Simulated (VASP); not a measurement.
**Cs2AgBiBr6: geometry relaxation (part 4 of 5)**

Continued. System: Cs2AgBiBr6 (I4/m, 10 atoms in the cell). Method: Kohn-Sham DFT of a periodic cell, LDA, VASP PAW LDA potentials, recommended, no spin polarisation (VASP 6.6.1); cutoff 600 eV, 6×6×6 k-mesh, Gaussian smearing of 0.03 eV. 

Geometry of the input (Å; fractional positions):
```
-3.9397  3.9397  5.6618
3.9397  -3.9397  5.6618
3.9397  3.9397  -5.6618
Cs 0.2500  0.7500  0.5000
Cs 0.7500  0.2500  0.5000
Bi 0.0000  0.0000  0.0000
Ag 0.5000  0.5000  0.0000
Br 0.7794  0.2798  0.0592
Br 0.2206  0.7202  0.9408
Br 0.2798  0.2206  0.5003
Br 0.7202  0.7794  0.4996
Br 0.2496  0.2496  0.0000
Br 0.7504  0.7504  0.0000
```

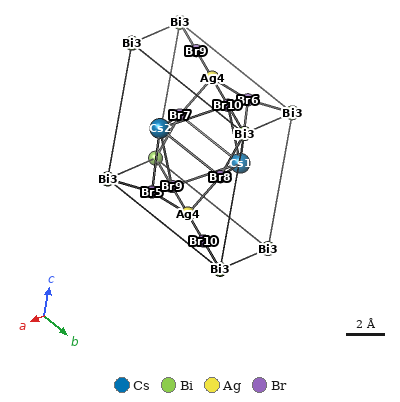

*The geometry at step 7 of the log (ball-and-stick view of the cell of the calculation, seen slightly off an axis; atoms are numbered from 1 in the order of the input).*

**Parts of OUTCAR, continued**
```
 k-point     5 :       0.1667    0.1667    0.0000
  band No.  band energies     occupation
      1     -21.2782      2.00000
      2     -21.2724      2.00000
      3     -21.2291      2.00000
      4     -21.2269      2.00000
      5     -21.2269      2.00000
      6     -18.7406      2.00000
      7     -18.7323      2.00000
      8     -13.1616      2.00000
      9     -12.6371      2.00000
     10     -12.5726      2.00000
     11     -12.4938      2.00000
     12     -12.3836      2.00000
     13     -12.3458      2.00000
     14      -8.7294      2.00000
     15      -5.7201      2.00000
     16      -5.7188      2.00000
     17      -5.6663      2.00000
     18      -5.6605      2.00000
     19      -5.6140      2.00000
     20      -5.6111      2.00000
     21      -3.2095      2.00000
     22      -2.9448      2.00000
     23      -2.6534      2.00000
     24      -2.3498      2.00000
     25      -1.8996      2.00000
     26      -1.7946      2.00000
     27      -1.7545      2.00000
     28      -1.6274      2.00000
     29      -1.1213      2.00000
     30      -0.6044      2.00000
     31      -0.4894      2.00000
     32      -0.4587      2.00000
     33      -0.2338      2.00000
     34      -0.1851      2.00000
     35      -0.1227      2.00000
     36      -0.0008      2.00000
     37       0.0637      2.00000
     38       0.1479      2.00000
     39       0.2159      2.00000
     40       0.3485      2.00000
     41       0.4343      2.00000
     42       0.6152      2.00000
     43       0.9771      2.00000
     44       3.7768      0.00000
     45       4.1858      0.00000
     46       4.8791      0.00000
     47       6.0095      0.00000
     48       6.3388      0.00000
     49       6.7880      0.00000
     50       6.9295      0.00000
     51       7.1799      0.00000

 [... the levels of 18 k-points are left out ...]

 k-point    24 :      -0.1667    0.3333    0.1667
  band No.  band energies     occupation
      1     -21.2782      2.00000
      2     -21.2724      2.00000
      3     -21.2291      2.00000
      4     -21.2269      2.00000
      5     -21.2269      2.00000
      6     -18.7381      2.00000
      7     -18.7342      2.00000
      8     -13.0890      2.00000
      9     -12.7514      2.00000
     10     -12.5165      2.00000
     11     -12.5044      2.00000
     12     -12.4111      2.00000
     13     -12.3592      2.00000
     14      -8.6680      2.00000
     15      -5.6892      2.00000
     16      -5.6664      2.00000
     17      -5.6490      2.00000
     18      -5.6337      2.00000
     19      -5.6086      2.00000
     20      -5.5818      2.00000
     21      -3.3934      2.00000
     22      -3.0825      2.00000
     23      -2.7555      2.00000
     24      -1.9259      2.00000
     25      -1.8776      2.00000
     26      -1.7869      2.00000
     27      -1.7402      2.00000
     28      -1.3050      2.00000
     29      -1.1079      2.00000
     30      -0.7875      2.00000
     31      -0.7014      2.00000
     32      -0.5588      2.00000
     33      -0.4982      2.00000
     34      -0.3415      2.00000
     35      -0.0699      2.00000
     36      -0.0171      2.00000
     37       0.0634      2.00000
     38       0.0901      2.00000
     39       0.1386      2.00000
     40       0.2389      2.00000
     41       0.2843      2.00000
     42       0.5840      2.00000
     43       1.0150      2.00000
     44       3.4750      0.00000
     45       4.7186      0.00000
     46       5.3313      0.00000
     47       6.6157      0.00000
     48       6.9472      0.00000
     49       7.0250      0.00000
     50       7.0523      0.00000
     51       7.3205      0.00000

 [... further k-points ...]

------------------------ aborting loop because EDIFF is reached ----------------------------------------

  FORCE on cell =-STRESS in cart. coord.  units (eV):
  Direction    XX          YY          ZZ          XY          YZ          ZX
  --------------------------------------------------------------------------------------
  -------------------------------------------------------------------------------------
  Total        0.0351574      0.0351574     -0.0127838      0.0000000     -0.0000000      0.0000000
  in kB        0.1705165      0.1705165     -0.0620026      0.0000000     -0.0000000      0.0000000
  external PRESSURE =       0.0930102 kB  Pullay stress =       0.0000000 kB

 VOLUME and BASIS-vectors are now :
 -----------------------------------------------------------------------------
  energy-cutoff  :      600.00
  volume of cell :      330.34
      direct lattice vectors                 reciprocal lattice vectors
    -3.844357075  3.844357143  5.587963858     0.000000001  0.130060758  0.089478030
     3.844357075 -3.844357143  5.587963858     0.130060758 -0.000000001  0.089478030
     3.844357143  3.844357075 -5.587963858     0.130060759  0.130060757 -0.000000000

 POSITION                                       TOTAL-FORCE (eV/Angst)
 -----------------------------------------------------------------------------------
      3.84436     -0.00000      2.79398        -0.000000     -0.000000     -0.000000
      0.00000      3.84436      2.79398        -0.000000     -0.000000     -0.000000
      3.84436     -3.84436      5.58796        -0.000000     -0.000000     -0.000000
      0.00000      0.00000      5.58796        -0.000000     -0.000000     -0.000000
     -1.55794      2.19225      5.58796         0.003617     -0.000399      0.000000
      5.40230      1.65211     -0.00000        -0.003617      0.000399     -0.000000
      1.65211      2.28642      0.00000         0.000399      0.003617     -0.000000
      2.19225      1.55794      5.58796        -0.000399     -0.003617      0.000000
      0.00000      0.00000      2.83207        -0.000000     -0.000000      0.000349
      0.00000      0.00000      8.34386         0.000000     -0.000000     -0.000349
 -----------------------------------------------------------------------------------
    total drift:                               -0.000000      0.000000     -0.000000

  FREE ENERGIE OF THE ION-ELECTRON SYSTEM (eV)
  ---------------------------------------------------
  free  energy   TOTEN  =       -34.3639791166 eV

  energy  without entropy=      -34.3639791166  energy(sigma->0) =      -34.36397912

 reached required accuracy - stopping structural energy minimisation
```

**CONTCAR**
```
Cs2AgBiBr6
   1.00000000000000
    -3.8443570747061169    3.8443571433210892    5.5879638583003421
     3.8443570747061169   -3.8443571433210884    5.5879638583003421
     3.8443571433210892    3.8443570747061160   -5.5879638583003421
  Cs              Bi              Ag              Br
     2     1     1     6
Direct
     0.2500000000000000    0.7500000000000000    0.5000000000000000
     0.7500000000000000    0.2500000000000000    0.5000000000000000
     0.0000000000000000    1.0000000000000000    0.0000000000000000
     0.5000000000000000    0.5000000000000000    0.0000000000000000
     0.7851259449438877    0.2973733331242902    0.0824992780681777
     0.2148740550561124    0.7026266668757098    0.9175007219318223
     0.2973733331242902    0.2148740550561124    0.5122473881803953
     0.7026266668757098    0.7851259449438877    0.4877526118196046
     0.2534080040812947    0.2534080040812947    0.0000000000000000
     0.7465919959187052    0.7465919959187052    0.0000000000000000

  0.00000000E+00  0.00000000E+00  0.00000000E+00
  0.00000000E+00  0.00000000E+00  0.00000000E+00
  0.00000000E+00  0.00000000E+00  0.00000000E+00
  0.00000000E+00  0.00000000E+00  0.00000000E+00
  0.00000000E+00  0.00000000E+00  0.00000000E+00
  0.00000000E+00  0.00000000E+00  0.00000000E+00
  0.00000000E+00  0.00000000E+00  0.00000000E+00
  0.00000000E+00  0.00000000E+00  0.00000000E+00
  0.00000000E+00  0.00000000E+00  0.00000000E+00
  0.00000000E+00  0.00000000E+00  0.00000000E+00
```

**Trajectory as extended XYZ (Å, eV, eV/Å), 25 frames, from step=0 to step=24**
```
10
Lattice="-3.9397 3.9397 5.6618 3.9397 -3.9397 5.6618 3.9397 3.9397 -5.6618" Properties=species:S:1:pos:R:3:forces:R:3 step=0 energy=-34.19784
Cs    3.9397    0.0000    2.8309    0.0000   0.0000   0.0000
Cs    0.0000    3.9397    2.8309    0.0000   0.0000   0.0000
Bi    0.0000    0.0000    0.0000    0.0000   0.0000   0.0000
Ag    0.0000    0.0000    5.6618    0.0000   0.0000   0.0000
Br   -1.7354    2.2016    5.6618    0.2991  -0.2739   0.0000
Br    5.6751    1.7381    0.0000   -0.2991   0.2739   0.0000
Br    1.7381    2.2043    0.0000    0.2739   0.2991   0.0000
Br    2.2016    1.7354    5.6618   -0.2739  -0.2991   0.0000
Br    0.0000    0.0000    2.8263    0.0000   0.0000   0.3112
Br    0.0000    0.0000    8.4973    0.0000   0.0000  -0.3112
10
Lattice="-3.8894 3.8894 5.5783 3.8894 -3.8894 5.5783 3.8894 3.8894 -5.5783" Properties=species:S:1:pos:R:3:forces:R:3 step=1 energy=-34.30673
Cs    3.8894    0.0000    2.7892    0.0000   0.0000   0.0000
Cs    0.0000    3.8894    2.7892    0.0000   0.0000   0.0000
Bi    3.8894    3.8894    5.5783    0.0000   0.0000   0.0000
Ag    3.8894    3.8894    0.0000    0.0000   0.0000   0.0000
Br   -1.6990    2.1605    5.5783    0.2807  -0.2431   0.0000
Br    5.5884    1.7290    0.0000   -0.2807   0.2431   0.0000
Br    1.7290    2.1905    0.0000    0.2431   0.2807   0.0000
Br    2.1605    1.6990    5.5783   -0.2431  -0.2807   0.0000
Br    3.8894    3.8894   -2.7789    0.0000   0.0000   0.3347
Br    3.8894    3.8894    2.7789    0.0000   0.0000  -0.3347
10
Lattice="-3.8604 3.8604 5.5301 3.8604 -3.8604 5.5301 3.8604 3.8604 -5.5301" Properties=species:S:1:pos:R:3:forces:R:3 step=2 energy=-34.32408
Cs    3.8604    0.0000    2.7651    0.0000   0.0000   0.0000
Cs    0.0000    3.8604    2.7651    0.0000   0.0000   0.0000
Bi    0.0000    0.0000    0.0000    0.0000   0.0000   0.0000
Ag    0.0000    0.0000    5.5301    0.0000   0.0000   0.0000
Br   -1.6780    2.1368    5.5301    0.2581  -0.2124   0.0000
Br    5.5384    1.7237    0.0000   -0.2581   0.2124   0.0000
Br    1.7237    2.1824    0.0000    0.2124   0.2581   0.0000
Br    2.1368    1.6780    5.5301   -0.2124  -0.2581   0.0000
Br    0.0000    0.0000    2.7838    0.0000   0.0000   0.3361
Br    0.0000    0.0000    8.2764    0.0000   0.0000  -0.3361
10
Lattice="-3.8624 3.8624 5.5323 3.8624 -3.8624 5.5323 3.8624 3.8624 -5.5323" Properties=species:S:1:pos:R:3:forces:R:3 step=3 energy=-34.35520
Cs    3.8624    0.0000    2.7661    0.0000   0.0000   0.0000
Cs    0.0000    3.8624    2.7661    0.0000   0.0000   0.0000
Bi    3.8624    3.8624    5.5323    0.0000   0.0000   0.0000
Ag    3.8624    3.8624    0.0000    0.0000   0.0000   0.0000
Br   -1.6600    2.1219    5.5323    0.0694  -0.0367   0.0000
Br    5.5224    1.7405    0.0000   -0.0694   0.0367   0.0000
Br    1.7405    2.2024    0.0000    0.0367   0.0694   0.0000
Br    2.1219    1.6600    5.5323   -0.0367  -0.0694   0.0000
Br    3.8624    3.8624   -2.7241    0.0000   0.0000   0.0932
Br    3.8624    3.8624    2.7241    0.0000   0.0000  -0.0932
10
Lattice="-3.8630 3.8630 5.5330 3.8630 -3.8630 5.5330 3.8630 3.8630 -5.5330" Properties=species:S:1:pos:R:3:forces:R:3 step=4 energy=-34.35734
Cs    3.8630    0.0000    2.7665    0.0000   0.0000   0.0000
Cs    0.0000    3.8630    2.7665    0.0000   0.0000   0.0000
Bi    0.0000    0.0000    0.0000    0.0000   0.0000   0.0000
Ag    0.0000    0.0000    5.5330    0.0000   0.0000   0.0000
Br   -1.6538    2.1167    5.5330    0.0069   0.0225   0.0000
Br    5.5169    1.7463    0.0000   -0.0069  -0.0225   0.0000
Br    1.7463    2.2092    0.0000   -0.0225   0.0069   0.0000
Br    2.1167    1.6538    5.5330    0.0225  -0.0069   0.0000
Br    0.0000    0.0000    2.8165    0.0000   0.0000   0.0120
Br    0.0000    0.0000    8.2495    0.0000   0.0000  -0.0120
10
Lattice="-3.8682 3.8682 5.5448 3.8682 -3.8682 5.5448 3.8682 3.8682 -5.5448" Properties=species:S:1:pos:R:3:forces:R:3 step=5 energy=-34.35809
Cs    3.8682    0.0000    2.7724    0.0000   0.0000   0.0000
Cs    0.0000    3.8682    2.7724    0.0000   0.0000   0.0000
Bi    3.8682   -3.8682    5.5448    0.0000   0.0000   0.0000
Ag    0.0000    0.0000    5.5448    0.0000   0.0000   0.0000
Br   -1.6567    2.1217    5.5448    0.0137   0.0139   0.0000
Br    5.5249    1.7464    0.0000   -0.0137  -0.0139   0.0000
Br    1.7464    2.2115    0.0000   -0.0139   0.0137   0.0000
Br    2.1217    1.6567    5.5448    0.0139  -0.0137   0.0000
Br    0.0000    0.0000    2.8219    0.0000   0.0000   0.0050
Br    0.0000    0.0000    8.2677    0.0000   0.0000  -0.0050
10
Lattice="-3.8678 3.8678 5.5440 3.8678 -3.8678 5.5440 3.8678 3.8678 -5.5440" Properties=species:S:1:pos:R:3:forces:R:3 step=6 energy=-34.35809
Cs    3.8678    0.0000    2.7720    0.0000   0.0000   0.0000
Cs    0.0000    3.8678    2.7720    0.0000   0.0000   0.0000
Bi    0.0000    0.0000    0.0000    0.0000   0.0000   0.0000
Ag    0.0000    0.0000    5.5440    0.0000   0.0000   0.0000
Br   -1.6565    2.1214    5.5440    0.0132   0.0145   0.0000
Br    5.5243    1.7464    0.0000   -0.0132  -0.0145   0.0000
Br    1.7464    2.2113    0.0000   -0.0145   0.0132   0.0000
Br    2.1214    1.6565    5.5440    0.0145  -0.0132   0.0000
Br    0.0000    0.0000    2.8215    0.0000   0.0000   0.0054
Br    0.0000    0.0000    8.2665    0.0000   0.0000  -0.0054
10
Lattice="-3.8674 3.8674 5.5447 3.8674 -3.8674 5.5447 3.8674 3.8674 -5.5447" Properties=species:S:1:pos:R:3:forces:R:3 step=7 energy=-34.35819
Cs    3.8674    0.0000    2.7724    0.0000   0.0000   0.0000
Cs    0.0000    3.8674    2.7724    0.0000   0.0000   0.0000
Bi    0.0000    0.0000    0.0000    0.0000   0.0000   0.0000
Ag    0.0000    0.0000    5.5447    0.0000   0.0000   0.0000
Br   -1.6556    2.1221    5.5447    0.0148   0.0133   0.0000
Br    5.5230    1.7453    0.0000   -0.0148  -0.0133   0.0000
Br    1.7453    2.2118    0.0000   -0.0133   0.0148   0.0000
Br    2.1221    1.6556    5.5447    0.0133  -0.0148   0.0000
Br    0.0000    0.0000    2.8221    0.0000   0.0000   0.0028
Br    0.0000    0.0000    8.2673    0.0000   0.0000  -0.0028
10
Lattice="-3.8660 3.8660 5.5469 3.8660 -3.8660 5.5469 3.8660 3.8660 -5.5469" Properties=species:S:1:pos:R:3:forces:R:3 step=8 energy=-34.35845
Cs    3.8660    0.0000    2.7734    0.0000   0.0000   0.0000
Cs    0.0000    3.8660    2.7734    0.0000   0.0000   0.0000
Bi    0.0000    0.0000    0.0000    0.0000   0.0000   0.0000
Ag    0.0000    0.0000    5.5469    0.0000   0.0000   0.0000
Br   -1.6529    2.1242    5.5469    0.0189   0.0097   0.0000
Br    5.5189    1.7418    0.0000   -0.0189  -0.0097   0.0000
Br    1.7418    2.2131    0.0000   -0.0097   0.0189   0.0000
Br    2.1242    1.6529    5.5469    0.0097  -0.0189   0.0000
Br    0.0000    0.0000    2.8241    0.0000   0.0000  -0.0057
Br    0.0000    0.0000    8.2697    0.0000   0.0000   0.0057
10
Lattice="-3.8633 3.8633 5.5512 3.8633 -3.8633 5.5512 3.8633 3.8633 -5.5512" Properties=species:S:1:pos:R:3:forces:R:3 step=9 energy=-34.35879
Cs    3.8633    0.0000    2.7756    0.0000   0.0000   0.0000
Cs    0.0000    3.8633    2.7756    0.0000   0.0000   0.0000
Bi    0.0000    0.0000    0.0000    0.0000   0.0000   0.0000
Ag    0.0000    0.0000    5.5512    0.0000   0.0000   0.0000
Br   -1.6474    2.1284    5.5512    0.0276   0.0029   0.0000
Br    5.5107    1.7349    0.0000   -0.0276  -0.0029   0.0000
Br    1.7349    2.2158    0.0000   -0.0029   0.0276   0.0000
Br    2.1284    1.6474    5.5512    0.0029  -0.0276   0.0000
Br    0.0000    0.0000    2.8279    0.0000   0.0000  -0.0223
Br    0.0000    0.0000    8.2745    0.0000   0.0000   0.0223
10
Lattice="-3.8578 3.8578 5.5598 3.8578 -3.8578 5.5598 3.8578 3.8578 -5.5598" Properties=species:S:1:pos:R:3:forces:R:3 step=10 energy=-34.35874
Cs    3.8578    0.0000    2.7799    0.0000   0.0000   0.0000
Cs    0.0000    3.8578    2.7799    0.0000   0.0000   0.0000
Bi    0.0000    0.0000    0.0000    0.0000   0.0000   0.0000
Ag    0.0000    0.0000    5.5598    0.0000   0.0000   0.0000
Br   -1.6366    2.1368    5.5598    0.0447  -0.0114   0.0000
Br    5.4943    1.7210    0.0000   -0.0447   0.0114   0.0000
Br    1.7210    2.2212    0.0000    0.0114   0.0447   0.0000
Br    2.1368    1.6366    5.5598   -0.0114  -0.0447   0.0000
Br    0.0000    0.0000    2.8356    0.0000   0.0000  -0.0549
Br    0.0000    0.0000    8.2841    0.0000   0.0000   0.0549
10
Lattice="-3.8608 3.8608 5.5551 3.8608 -3.8608 5.5551 3.8608 3.8608 -5.5551" Properties=species:S:1:pos:R:3:forces:R:3 step=11 energy=-34.35889
Cs    3.8608    0.0000    2.7776    0.0000   0.0000   0.0000
Cs    0.0000    3.8608    2.7776    0.0000   0.0000   0.0000
Bi    0.0000    0.0000    0.0000    0.0000   0.0000   0.0000
Ag    0.0000    0.0000    5.5551    0.0000   0.0000   0.0000
Br   -1.6425    2.1322    5.5551    0.0353  -0.0036   0.0000
Br    5.5032    1.7286    0.0000   -0.0353   0.0036   0.0000
Br    1.7286    2.2183    0.0000    0.0036   0.0353   0.0000
Br    2.1322    1.6425    5.5551   -0.0036  -0.0353   0.0000
Br    0.0000    0.0000    2.8314    0.0000   0.0000  -0.0373
Br    0.0000    0.0000    8.2789    0.0000   0.0000   0.0373
10
Lattice="-3.8607 3.8607 5.5552 3.8607 -3.8607 5.5552 3.8607 3.8607 -5.5552" Properties=species:S:1:pos:R:3:forces:R:3 step=12 energy=-34.35893
Cs    3.8607    0.0000    2.7776    0.0000   0.0000   0.0000
Cs    0.0000    3.8607    2.7776    0.0000   0.0000   0.0000
Bi    0.0000    0.0000    0.0000    0.0000   0.0000   0.0000
Ag    0.0000    0.0000    5.5552    0.0000   0.0000   0.0000
Br   -1.6421    2.1325    5.5552    0.0352  -0.0037   0.0000
Br    5.5029    1.7282    0.0000   -0.0352   0.0037   0.0000
Br    1.7282    2.2186    0.0000    0.0037   0.0352   0.0000
Br    2.1325    1.6421    5.5552   -0.0037  -0.0352   0.0000
Br    0.0000    0.0000    2.8314    0.0000   0.0000  -0.0375
Br    0.0000    0.0000    8.2789    0.0000   0.0000   0.0375
10
Lattice="-3.8607 3.8607 5.5553 3.8607 -3.8607 5.5553 3.8607 3.8607 -5.5553" Properties=species:S:1:pos:R:3:forces:R:3 step=13 energy=-34.35904
Cs    3.8607    0.0000    2.7777    0.0000   0.0000   0.0000
Cs    0.0000    3.8607    2.7777    0.0000   0.0000   0.0000
Bi    0.0000    0.0000    0.0000    0.0000   0.0000   0.0000
Ag    0.0000    0.0000    5.5553    0.0000   0.0000   0.0000
Br   -1.6411    2.1335    5.5553    0.0345  -0.0040   0.0000
Br    5.5018    1.7272    0.0000   -0.0345   0.0040   0.0000
Br    1.7272    2.2196    0.0000    0.0040   0.0345   0.0000
Br    2.1335    1.6411    5.5553   -0.0040  -0.0345   0.0000
Br    0.0000    0.0000    2.8315    0.0000   0.0000  -0.0380
Br    0.0000    0.0000    8.2791    0.0000   0.0000   0.0380
10
Lattice="-3.8606 3.8606 5.5556 3.8606 -3.8606 5.5556 3.8606 3.8606 -5.5556" Properties=species:S:1:pos:R:3:forces:R:3 step=14 energy=-34.35926
Cs    3.8606    0.0000    2.7778    0.0000   0.0000   0.0000
Cs    0.0000    3.8606    2.7778    0.0000   0.0000   0.0000
Bi    0.0000    0.0000    0.0000    0.0000   0.0000   0.0000
Ag    0.0000    0.0000    5.5556    0.0000   0.0000   0.0000
Br   -1.6391    2.1355    5.5556    0.0342  -0.0036   0.0000
Br    5.4997    1.7251    0.0000   -0.0342   0.0036   0.0000
Br    1.7251    2.2215    0.0000    0.0036   0.0342   0.0000
Br    2.1355    1.6391    5.5556   -0.0036  -0.0342   0.0000
Br    0.0000    0.0000    2.8318    0.0000   0.0000  -0.0391
Br    0.0000    0.0000    8.2794    0.0000   0.0000   0.0391
```
